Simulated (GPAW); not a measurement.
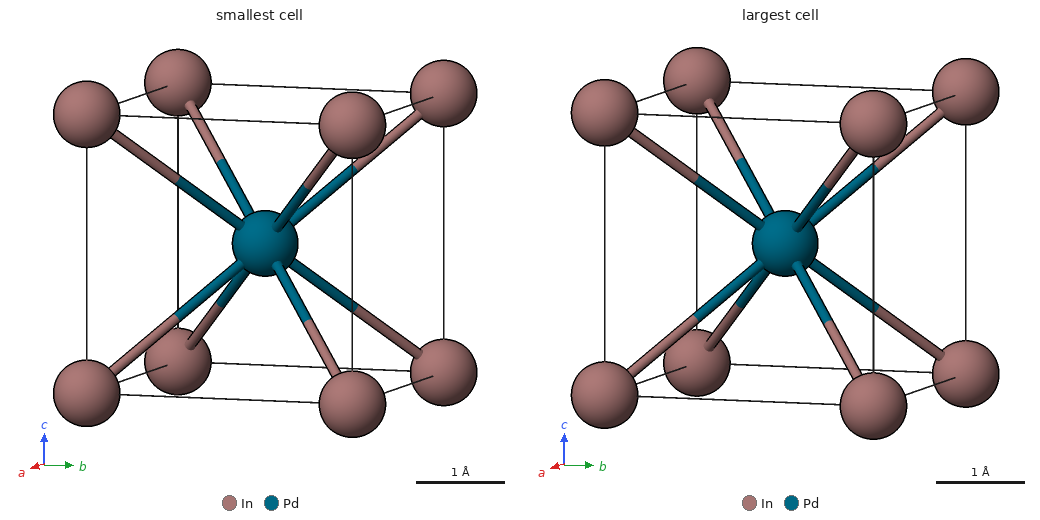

InPd, caesium chloride (CsCl, B2) type, space group Pm-3m (No. 221), relaxed (cell and atoms, zero pressure) with five choices of dispersion term on top of PBEsol; the smallest and the largest of the relaxed conventional cells are drawn to one scale (sticks follow a distance rule). The start was a structure listed in the Materials Project. It needn't be the stable form of this composition.

Alike in all runs: GPAW 26.7.0; functional PBEsol; potentials PAW data sets generated in the run's folder for this functional; cutoff 600 eV; k mesh 8 × 8 × 8 on the run's cell of 2 atoms; occupations fermi-dirac, width 0.05 eV; no spin polarisation; no spin-orbit coupling. All runs are metallic.

| level | volume (Å³/atom) | a (Å) |
| --- | --- | --- |
| D3(BJ) | 16.49 | 3.207 |
| D3(BJ)-ATM | 16.61 | 3.215 |
| none | 17.08 | 3.245 |
| D4 | 16.80 | 3.227 |
| D3 | ? | ? |

**What does D3 give?**

Volume 16.71 Å³/atom; a 3.221 Å. That is between D3(BJ)-ATM and D4 in volume.

**Order the levels by the relaxed volume, smallest first.**

D3(BJ) (16.49 Å³/atom), D3(BJ)-ATM (16.61 Å³/atom), D3 (16.71 Å³/atom), D4 (16.80 Å³/atom), none (17.08 Å³/atom). Rows within a few tenths of a per cent can't be told apart.

Caveat: later steps reuse the first step's grids; pairwise dispersion terms can overbind metals strongly.
